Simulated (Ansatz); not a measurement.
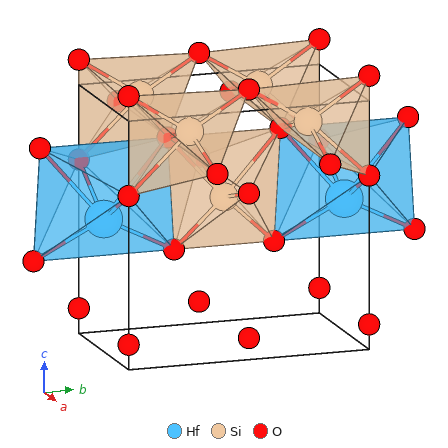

System: HfSi₃O₈, space group Pmm2 (No. 25) (cell built by us, not taken from a database). The picture shows the conventional cell.

Input of the run:
```
crystal:
  lattice:
    - [3.5082078992, 0.0, 0.0]
    - [0.0, 5.7625563791, 0.0]
    - [0.0, 0.0, 5.8232486559]
  atoms:
    - { symbol: Hf, position: [0.5, 0.0, 0.5333184935] }
    - { symbol: Si, position: [0.0, 0.7464885294, -0.0622024499] }
    - { symbol: O, position: [0.5, 0.7079401956, 0.3874323408] }
    - { symbol: O, position: [0.0, 0.0, 0.1008560082] }
    - { symbol: O, position: [0.0, 0.0, 0.6994377675] }
    - { symbol: O, position: [0.5, 0.7346308985, 0.8396839176] }
    - { symbol: Si, position: [0.5, 0.5, 0.581142758] }
    - { symbol: Si, position: [0.0, 0.2535114706, -0.0622024499] }
    - { symbol: O, position: [0.5, 0.2920598044, 0.3874323408] }
    - { symbol: O, position: [0.0, 0.5, 0.0868345112] }
    - { symbol: O, position: [0.0, 0.5, 0.6685828448] }
    - { symbol: O, position: [0.5, 0.2653691015, 0.8396839176] }
kpoints:
  mp_grid: { grid: [6, 4, 4] }
hamiltonian:
  xc: pbesol
scf:
  occupations: { method: fixed }
phonons:
  method: dfpt
  dielectric: true
  qpoints: [[0, 0, 0]]
  rigid_motions: translations
```

Run as:
```bash

```

Computed with Ansatz 0.2.0: perturbation theory at the zone centre of a relaxed insulator, optical modes (intensities summed over a level), dielectric tensors and Born charges, a negative frequency is imaginary, spin-unpolarised plane waves. Level: PBEsol.

periodic directions 3; potentials PAW; wave cutoff 420 eV; k mesh 6×4×4.

What does the calculation give for the infrared spectrum of the zone-centre phonons?

One mode is imaginary, the softest at 74.5i cm⁻¹, so the structure is dynamically unstable. The strongest infrared line is at 499.3 cm⁻¹, followed by 584.6 (73 % of it), 861.0 (59 % of it) and 709.5 (49 % of it).

| frequency (cm⁻¹) | infrared ((debye/Å)²/amu) |
| --- | --- |
| −74.5 | 7.3 |
| 90.7 | 1.04 |
| 160.8 | 14.5 |
| 185.1 | 3.11 |
| 195.2 | 0.727 |
| 217.4 | 0 |
| 238.0 | 3.53 |
| 277.9 | 0 |
| 298.4 | 0.139 |
| 309.0 | 5.35 |
| 322.3 | 1.3 |
| 329.8 | 9.93 |
| 345.5 | 0.028 |
| 362.1 | 0.106 |
| 384.0 | 21.4 |
| 417.3 | 0.229 |
| 445.7 | 3.12 |
| 484.4 | 3.44 |
| 499.3 | 52.3 |
| 580.5 | 4.04 |
| 584.6 | 38.1 |
| 613.7 | 0 |
| 650.9 | 6.6 |
| 665.6 | 9.79 |
| 685.9 | 3.67 |
| 709.5 | 25.4 |
| 711.4 | 1.53 |
| 759.0 | 4.53 |
| 801.6 | 2.28 |
| 814.1 | 0.272 |
| 825.5 | 12.3 |
| 861.0 | 30.6 |
| 950.7 | 0.463 |

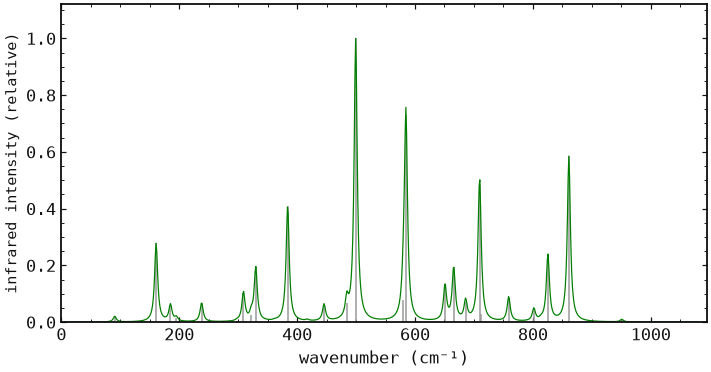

Lines are broadened by Lorentzians of 6.3 cm⁻¹ full width; the spectrum is scaled to its strongest line. These are zero-field (TO) frequencies; inactive modes don't show. Modes with imaginary frequency are left out of the spectrum.

Keep in mind: device shed; empty bands loosely converged; reference bands not vouched for; subspace factor gpu capped.
